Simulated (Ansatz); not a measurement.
SiO2 (slab)

Input file:

```
crystal:
  lattice:
    - [4.9207348796, 0.0, 0.0]
    - [0.0, 5.4146761696, 0.0]
    - [0.0, 0.0, 24.7505006193]
  atoms:
    - { symbol: O, position: [0.8411971015, 0.8822130097, 0.3030241737] }
    - { symbol: Si, position: [0.0311416348, 0.6666666667, 0.3278224155] }
    - { symbol: O, position: [0.8411971015, 0.4511203237, 0.3526206573] }
    - { symbol: O, position: [0.2213811085, 0.784453657, 0.3741697874] }
    - { symbol: O, position: [0.43742179, 0.215546343, 0.3989680292] }
    - { symbol: Si, position: [0.7344291826, 0.3333333333, 0.4085493163] }
    - { symbol: Si, position: [0.2344291826, 0.0, 0.4192730992] }
    - { symbol: O, position: [0.93742179, 0.1177869903, 0.4288543863] }
    - { symbol: O, position: [0.7213811085, 0.5488796763, 0.4536526281] }
    - { symbol: O, position: [0.3411971015, 0.8822130097, 0.4752017582] }
    - { symbol: Si, position: [0.5311416348, 0.6666666667, 0.5] }
    - { symbol: O, position: [0.3411971015, 0.4511203237, 0.5247982418] }
    - { symbol: O, position: [0.7213811085, 0.784453657, 0.5463473719] }
    - { symbol: O, position: [0.93742179, 0.215546343, 0.5711456137] }
    - { symbol: Si, position: [0.2344291826, 0.3333333333, 0.5807269008] }
    - { symbol: Si, position: [0.7344291826, 0.0, 0.5914506837] }
    - { symbol: O, position: [0.43742179, 0.1177869903, 0.6010319708] }
    - { symbol: O, position: [0.2213811085, 0.5488796763, 0.6258302126] }
    - { symbol: O, position: [0.8411971015, 0.8822130097, 0.6473793427] }
    - { symbol: Si, position: [0.0311416348, 0.6666666667, 0.6721775845] }
    - { symbol: O, position: [0.8411971015, 0.4511203237, 0.6969758263] }
basis:
  ecutwfc: 500
kpoints:
  mp_grid: { grid: [6, 5, 1] }
hamiltonian:
  xc: r2scan
scf:
  occupations: { method: gaussian, width: 0.05 }
output:
  forces: true
  eigenvalues: true
  write_density: true
  write_potential: true
  elf: true
  volumetric_format: npy
relax:
  adjacent_minimum: "off"
  f_tol: 0.02
  max_steps: 60
efield:
  axis: 3
  dipole_correction: true
  ramp_width: 0.04
```

Command:

```sh
ansatz run input.yaml --threads 2 --pin off --max-ram 5120MiB --backend cpu --events-out ev --progress --plain --runs-dir out
```

The fields are those of the run's last geometry, not of the input's.

Theory: DFT r2SCAN, scalar-relativistic, plane waves, PAW (Ansatz).

Core electrons are frozen (PAW), and the valence fields are smoothed inside the atomic spheres.

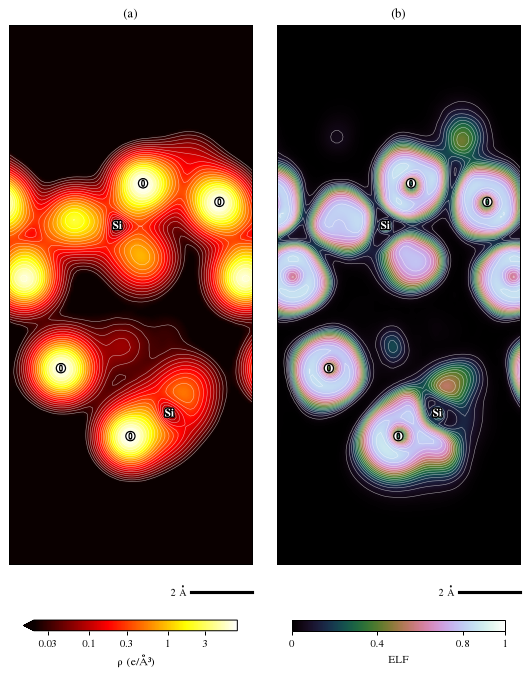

Figure 1. (a) valence charge density (pseudo); (b) ELF on the (110) plane of the calculation cell, a cut from vacuum to vacuum.

What do the fields say about this system?

The plane passes through O and Si nuclei.
Atoms just off the plane (O, 0.3 Å away and Si, 0.5 Å away) can leave unmarked features too.
Si–O (1.51 Å): the density is about 1.6 e/Å³ at the midpoint; the ELF peaks at about 0.80 between the atoms; a short, strongly polar bond.
Si–O (1.62 Å): ρ at the midpoint is about 1.3 e/Å³; the ELF peaks at about 0.85 between the atoms; a short, strongly polar bond.
The density dies away to nearly zero in the vacuum.
The ELF also peaks beside O, away from the bonds: lone-pair regions.

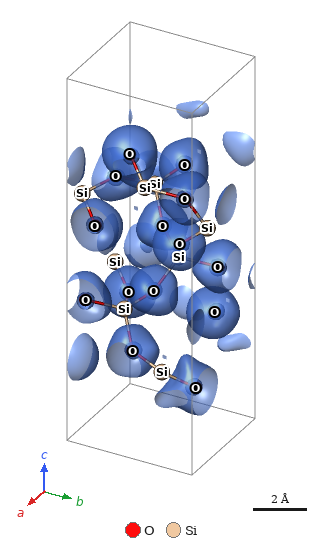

Figure 2. Isosurface of the electron localisation function at 0.65 (blue), seen at an oblique angle. Core shells and regions of very low density are left out. Sticks mark near contacts.

Where are the electrons localised?

The surface consists of 14 regions on O in which the atom's valence shell and bonds are merged, counted in one cell of 21 atoms. Counts are for one cell; the picture repeats the cell along the surface. Profiles from the grid: Si–O (1.60 Å): the ELF peaks at about 0.85 between the atoms (a short, strongly polar bond).

Does the calculation make it a metal, or give it a gap?

It is gapped, with a Kohn–Sham gap of 4.5 eV on the k-point mesh (the band edges may lie off the mesh, which would make the gap smaller).
